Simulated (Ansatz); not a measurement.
**Run report: HfSiO4, single-point calculation (part 2 of 2)**

The same run, continued: HfSiO4 (48 atoms in the cell); DFT PBE, scalar-relativistic, plane waves, PAW, no spin polarisation (Ansatz 0.2.0); cutoff 420 eV, 2×2×2 k-mesh, Gaussian smearing of 0.01 eV. The structure derives from an entry of the Crystallography Open Database. It belongs to a series of runs on one base structure; here: the perfect crystal in a cell of 48 atoms.

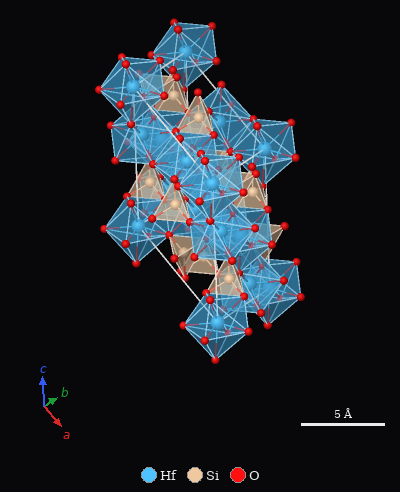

The input geometry (polyhedral view of the cell of the calculation, seen slightly off an axis; polyhedra are completed across the faces of the cell). An atom can appear more than once, as a periodic image.

Log, continued:
```
--- Forces (eV/Å), atoms counted from 1 ---
  atom   1  Hf     0.00000000     0.00000000     0.00000000
  atom   2  Hf     0.00000000    -0.00000000     0.00000000
  atom   3  Hf     0.00000000     0.00000000    -0.00000000
  atom   4  Hf     0.00000000    -0.00000000    -0.00000000
  atom   5  Hf     0.00000000     0.00000000     0.00000000
  atom   6  Hf     0.00000000    -0.00000000    -0.00000000
  atom   7  Hf     0.00000000     0.00000000    -0.00000000
  atom   8  Hf     0.00000000    -0.00000000    -0.00000000
  atom   9  Si     0.00000000     0.00000000    -0.00000000
  atom  10  Si    -0.00000000     0.00000000    -0.00000000
  atom  11  Si    -0.00000000    -0.00000000    -0.00000000
  atom  12  Si    -0.00000000    -0.00000000    -0.00000000
  atom  13  Si    -0.00000000    -0.00000000     0.00000000
  atom  14  Si     0.00000000    -0.00000000    -0.00000000
  atom  15  Si     0.00000000     0.00000000     0.00000000
  atom  16  Si     0.00000000    -0.00000000     0.00000000
  atom  17  O     -0.00000000    -0.00007442    -0.00078545
  atom  18  O     -0.00000000    -0.00007442    -0.00078545
  atom  19  O     -0.00000000    -0.00007442    -0.00078545
  atom  20  O     -0.00000000    -0.00007442    -0.00078545
  atom  21  O      0.00007442    -0.00000000    -0.00078545
  atom  22  O      0.00007442     0.00000000    -0.00078545
  atom  23  O      0.00007442    -0.00000000    -0.00078545
  atom  24  O      0.00007442     0.00000000    -0.00078545
  atom  25  O      0.00000000     0.00007442    -0.00078545
  atom  26  O      0.00000000     0.00007442    -0.00078545
  atom  27  O      0.00000000     0.00007442    -0.00078545
  atom  28  O      0.00000000     0.00007442    -0.00078545
  atom  29  O     -0.00007442     0.00000000    -0.00078545
  atom  30  O     -0.00007442    -0.00000000    -0.00078545
  atom  31  O     -0.00007442    -0.00000000    -0.00078545
  atom  32  O     -0.00007442    -0.00000000    -0.00078545
  atom  33  O      0.00000000     0.00007442     0.00078545
  atom  34  O      0.00000000     0.00007442     0.00078545
  atom  35  O      0.00000000     0.00007442     0.00078545
  atom  36  O      0.00000000     0.00007442     0.00078545
  atom  37  O      0.00007442    -0.00000000     0.00078545
  atom  38  O      0.00007442     0.00000000     0.00078545
  atom  39  O      0.00007442    -0.00000000     0.00078545
  atom  40  O      0.00007442    -0.00000000     0.00078545
  atom  41  O     -0.00000000    -0.00007442     0.00078545
  atom  42  O     -0.00000000    -0.00007442     0.00078545
  atom  43  O     -0.00000000    -0.00007442     0.00078545
  atom  44  O     -0.00000000    -0.00007442     0.00078545
  atom  45  O     -0.00007442    -0.00000000     0.00078545
  atom  46  O     -0.00007442    -0.00000000     0.00078545
  atom  47  O     -0.00007442    -0.00000000     0.00078545
  atom  48  O     -0.00007442     0.00000000     0.00078545
  max |Σ_I F_I| component: 3.04e-18 eV/Å
--- Stress (GPa, compression-positive) ---
       -0.008623      -0.000000      -0.000000
       -0.000000      -0.008623       0.000000
       -0.000000       0.000000      -0.020293
  P = ⅓ Tr σ = -0.0125 GPa (-0.125 kbar)
--- Band table (eV) ---
  k-point 0: bands = ["-50.8913", "-50.8913", "-50.8913", "-50.8913", "-50.8876", "-50.8876", "-50.8876", "-50.8876", "-19.6750", "-19.6750", ... 54 levels left out ..., "-0.7986", "-0.7986", "-0.7986", "-0.7986", "-0.7895", "-0.7895", "-0.7895", "-0.7895", "-0.7871", "-0.7871", "-0.7871", "-0.7871", "-0.7851", "-0.7851", "-0.7851", "-0.7851", "-0.7807", "-0.7807", "-0.7807", "-0.7807", "-0.7771", "-0.7771", "-0.7771", "-0.7771", "-0.7755", "-0.7755", "-0.7755", "-0.7755", "-0.7729",
      "-0.7729", "-0.7729", "-0.7729", "-0.7714", "-0.7714", "-0.7714", "-0.7714", "-0.7683", "-0.7683", "-0.7683", "-0.7683", "-0.7608", "-0.7608", "-0.7608", "-0.7608", "-0.7600", "-0.7600", "-0.7600", "-0.7600", "-0.7552", "-0.7552", "-0.7552", "-0.7552", "-0.7549", "-0.7549", "-0.7549", "-0.7549", "2.6775", "2.6775", "2.6775", "2.6775", "3.6528", "3.6528", "3.6528", "3.6528", "4.4888", "4.4888", "4.4888", "4.4888", "4.6498",
      "4.6498", "4.6498", "4.6498", "4.8616", "4.8616", "4.8616", "4.8616", "5.1303", "5.1303", "5.1303", "5.1303", "5.3243", "5.3243", "5.3243", "5.3243", "6.0531", "6.0531", "6.0531", "6.0531", "6.2677", "6.2677", "6.2677", "6.2677", "6.5500", "6.5500", "6.5500", "6.5500", "6.8173", "6.8173", "6.8173", "6.8173", "6.8709", "6.8709", "6.8709", "6.8709", "7.0872", "7.0872", "7.0872", "7.0872", "7.3807",
      "7.3807", "7.3807", "7.3807", "7.5087", "7.5087", "7.5087", "7.5087", "7.6285", "7.6285", "7.6285", "7.6285", "8.0055", "8.0055", "8.0055", "8.0055", "8.2620", "8.2620", "8.2620", "8.2620", "8.5366", "8.5366", "8.5366", "8.5366", "8.6450", "8.6450", "8.6450", "8.6450", "8.7770", "8.7770", "8.7770", "8.7770", "8.8425", "8.8425", "8.8425", "8.8425", "9.1638", "9.1638", "9.1638", "9.1638", "9.3531",
      "9.3531", "9.3531", "9.3531", "15.2275", "15.2275", "15.2275", "15.2275", "15.3087", "15.3087", "15.3087", "15.3087", "15.8614", "15.8614", "15.8614", "15.8614", "16.1108", "16.1108", "16.1108", "16.1108", "16.3477", "16.3477", "16.3477", "16.3477", "16.6108", "16.6108", "16.6108", "16.6108", "17.1044", "17.1044", "17.1044", "17.1044", "17.2832", "17.2832", "17.2832", "17.2832", "17.3345", "17.3345", "17.3345", "17.3345", "18.4218",
      "18.4218", "18.4218", "18.4218", "18.7883", "18.7883", "18.7883", "18.7883", "19.0109", "19.0109", "19.0109", "19.0109"]
  k-point 1: bands = ["-50.8920", "-50.8913", "-50.8913", "-50.8895", "-50.8895", "-50.8876", "-50.8876", "-50.8869", "-19.6799", "-19.6799", ... 54 levels left out ..., "-0.8020", "-0.8020", "-0.7971", "-0.7971", "-0.7962", "-0.7916", "-0.7878", "-0.7878", "-0.7874", "-0.7853", "-0.7853", "-0.7829", "-0.7829", "-0.7827", "-0.7827", "-0.7825", "-0.7825", "-0.7821", "-0.7816", "-0.7804", "-0.7804", "-0.7780", "-0.7780", "-0.7749", "-0.7746", "-0.7743", "-0.7743", "-0.7733", "-0.7733",
      "-0.7712", "-0.7712", "-0.7702", "-0.7699", "-0.7699", "-0.7689", "-0.7689", "-0.7682", "-0.7673", "-0.7673", "-0.7672", "-0.7672", "-0.7636", "-0.7636", "-0.7632", "-0.7632", "-0.7619", "-0.7619", "-0.7587", "-0.7587", "-0.7578", "-0.7576", "-0.7576", "-0.7559", "-0.7534", "-0.7521", "-0.7521", "2.5054", "2.8631", "2.8631", "3.1271", "3.1271", "3.4220", "3.4220", "3.9437", "4.3033", "4.3198", "4.4192", "4.4192", "4.4893",
      "4.5139", "4.5139", "4.5542", "4.5542", "5.1362", "5.1362", "5.1978", "5.1978", "5.2161", "5.2161", "5.5286", "5.6745", "5.7071", "5.7071", "5.7579", "5.7728", "5.7728", "5.8707", "6.0170", "6.1399", "6.1399", "6.2335", "6.2335", "6.3760", "6.3760", "6.3985", "6.3985", "6.5072", "6.5072", "6.6118", "6.6118", "6.7326", "6.7972", "6.7972", "6.8822", "7.0476", "7.1137", "7.1137", "7.2446", "7.3712",
      "7.3712", "7.4940", "7.4940", "7.5217", "7.5217", "7.6576", "7.6576", "7.8287", "7.8287", "7.9335", "7.9335", "7.9660", "8.2550", "8.2797", "8.2797", "8.3125", "8.3125", "8.3684", "8.3684", "8.3706", "8.3706", "8.3730", "8.3999", "8.3999", "8.5831", "8.5831", "8.5962", "8.6428", "8.7498", "8.7498", "8.8188", "8.8265", "8.9027", "8.9027", "8.9227", "9.0815", "9.0815", "9.0841", "9.1427", "9.1427",
      "9.3691", "9.3691", "9.3929", "15.0940", "15.0940", "15.1149", "15.2055", "15.3382", "15.3382", "15.3871", "15.3871", "15.6537", "15.7320", "16.0097", "16.0097", "16.1115", "16.1115", "16.1667", "16.1667", "16.1699", "16.1699", "16.4934", "16.5298", "16.5742", "16.5946", "16.5946", "16.6850", "16.6850", "16.9842", "16.9842", "17.1095", "17.1892", "17.3919", "17.3919", "17.5635", "17.5635", "17.7902", "17.7902", "18.0249", "18.0249",
      "18.0883", "18.0883", "18.2790", "18.4948", "18.4948", "19.0615", "19.0615", "19.0660", "19.0660", "19.1654", "19.2325"]
  k-point 2: bands = ["-50.8928", "-50.8908", "-50.8895", "-50.8895", "-50.8895", "-50.8895", "-50.8881", "-50.8861", "-19.6793", "-19.6793", ... 54 levels left out ..., "-0.7997", "-0.7997", "-0.7997", "-0.7997", "-0.7933", "-0.7910", "-0.7887", "-0.7887", "-0.7872", "-0.7863", "-0.7863", "-0.7852", "-0.7852", "-0.7852", "-0.7852", "-0.7827", "-0.7827", "-0.7827", "-0.7827", "-0.7810", "-0.7805", "-0.7769", "-0.7769", "-0.7756", "-0.7756", "-0.7756", "-0.7756", "-0.7751", "-0.7751",
      "-0.7706", "-0.7700", "-0.7699", "-0.7699", "-0.7699", "-0.7699", "-0.7695", "-0.7693", "-0.7690", "-0.7658", "-0.7658", "-0.7647", "-0.7623", "-0.7623", "-0.7608", "-0.7593", "-0.7593", "-0.7593", "-0.7593", "-0.7562", "-0.7562", "-0.7562", "-0.7562", "-0.7554", "-0.7554", "-0.7515", "-0.7515", "2.3304", "2.3639", "3.0525", "3.5888", "3.5965", "3.5965", "3.5965", "3.5965", "3.9944", "4.0030", "4.3448", "4.6960", "4.6960",
      "4.7843", "4.7843", "4.7843", "4.7843", "4.9376", "5.0612", "5.0612", "5.0612", "5.0612", "5.1974", "5.1974", "5.2815", "5.2815", "5.2815", "5.2815", "5.8659", "5.9815", "6.1505", "6.1505", "6.2543", "6.2543", "6.2543", "6.2543", "6.2691", "6.2737", "6.5104", "6.5104", "6.6302", "6.8249", "6.8249", "6.8249", "6.8249", "6.9809", "7.0925", "7.1356", "7.1356", "7.1356", "7.1356", "7.1762", "7.1762",
      "7.3480", "7.3480", "7.4482", "7.4482", "7.5344", "7.5344", "7.6175", "7.6780", "7.6780", "7.6780", "7.6780", "7.7028", "8.1382", "8.1382", "8.1382", "8.1382", "8.2512", "8.3626", "8.4222", "8.5026", "8.5026", "8.5026", "8.5026", "8.6332", "8.6332", "8.6852", "8.6852", "8.6852", "8.6852", "8.7460", "8.8007", "8.8007", "8.8755", "8.9802", "9.0841", "9.0841", "9.1244", "9.1244", "9.1244", "9.1244",
      "9.2552", "9.2552", "9.6132", "14.9517", "14.9517", "14.9517", "14.9517", "15.3066", "15.5109", "15.7031", "15.8110", "15.8110", "15.9157", "15.9176", "16.0541", "16.1114", "16.1114", "16.1324", "16.1324", "16.1324", "16.1324", "16.3665", "16.3665", "16.3665", "16.3665", "16.5065", "16.6470", "16.7253", "16.9738", "17.1462", "17.1462", "17.2032", "17.2032", "17.5486", "17.5486", "17.5486", "17.5486", "17.7235", "18.1791", "18.1878",
      "18.2621", "18.2621", "18.2621", "18.2621", "19.0148", "19.0148", "19.0148", "19.0148", "19.0465", "19.1192", "19.1192"]
```

Results in brief:

| quantity | value |
| --- | --- |
| outcome | converged |
| space group (tolerance 0.01 Å) | I4₁/amd (141) |
| electrons treated | 432 |
| free energy | −149086.9909 eV |
| Fermi energy | 12.282 eV |
| gap on the k-point mesh | 5.34 eV |
| pressure | −0.01 GPa |
| largest force (length of the vector) | 0.001 eV/Å |
| hardware | 4 threads of Intel Xeon @ 2.50GHz (Skylake/Cascade Lake), 12 GiB of memory available, shared host |
| wall time | 22 s (CPU time 70 s) |
| peak memory | 2.1 GiB |

Notes:

Spin–orbit coupling is left out, which matters for Hf.
